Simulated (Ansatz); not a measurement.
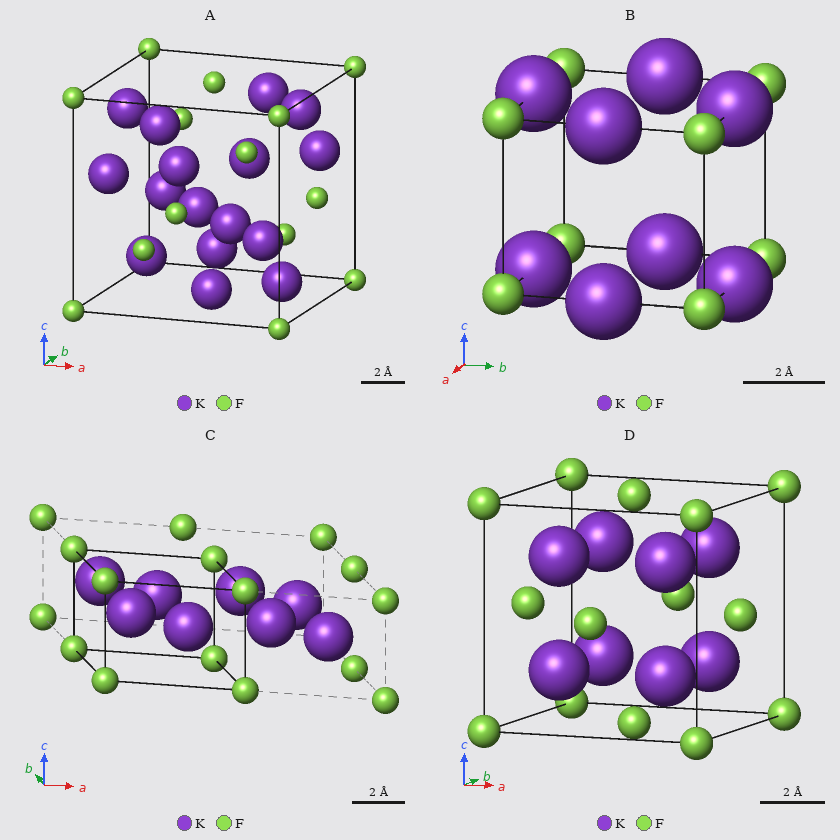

Four structures of K2F, each relaxed to rest (conventional cells in solid outline, small ones repeated, each panel with its own scale). Method: Ansatz 0.2.0, DFT PBE, scalar-relativistic, plane waves, PAW, without spin polarisation.

Question: What are the structures shown?

Answer: A: cubic Laves phase (C15, MgCu₂ type), Fd-3m; B: 3 atoms a cell on a primitive tetragonal lattice, P4/mmm; C: AlB₂ type, P6/mmm; D: antifluorite, Fm-3m.

Question: Which of these is lowest in energy, and how far above it do the others lie?

Answer: B, then D (+181 meV/atom), C (+689 meV/atom) and A (+851 meV/atom), energies at zero smearing.

Question: Collect the results in a table.

Answer:
| panel | structure | E − E(lowest) (meV/atom) | volume (Å³/atom) | gap (eV) |
| --- | --- | --- | --- | --- |
| B | P4/mmm | 0 | 41.3 | metal |
| D | Fm-3m | 181 | 31.3 | metal |
| C | P6/mmm | 689 | 36.5 | metal |
| A | Fd-3m | 851 | 45.9 | metal |

Some of these may be structure types tried for this composition rather than known phases, and the most stable form need not be among them. Gaps are taken on the k-mesh or band path of each run.
